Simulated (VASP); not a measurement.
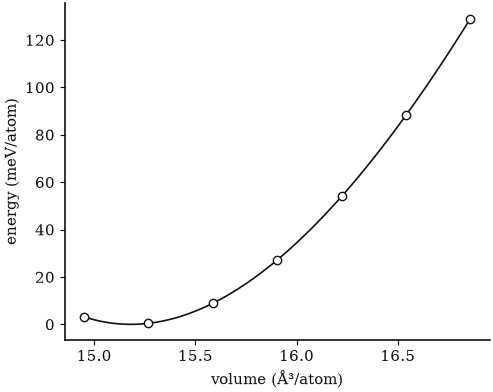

The figure shows the energy against volume.

Calculation (VASP 6.6.1): plane-wave DFT, no spin polarisation; energies at scaled volumes of the given cell, shape and fractions fixed, counted from the fit's minimum, third-order Birch-Murnaghan fit. Level: PBEsol.

Question: For which of these solids was it computed?
A. W, Im-3m (No. 229)
B. Bi, R-3m (No. 166)
C. WC, Fm-3m (No. 225)
D. Pt, Im-3m (No. 229)

Answer: D, Pt: energy from 0 meV/atom to 129 meV/atom, V0 15.18 Å³/atom, B0 279 GPa. The others give: Bi, energy from 0.26 meV/atom to 21.69 meV/atom, V0 34.83 Å³/atom, B0 49.8 GPa; W, energy from 0.83 meV/atom to 64.68 meV/atom, V0 15.73 Å³/atom, B0 320 GPa; WC, energy from 0.26 meV/atom to 80.95 meV/atom, V0 10.28 Å³/atom, B0 390 GPa.

For Bi, limits of the calculation: spin-orbit coupling left out, heavy elements; shape and atomic fractions are frozen while scaling, which makes layered, chain and framework solids too stiff.

For Pt, limits of the calculation: spin-orbit coupling left out, heavy elements.
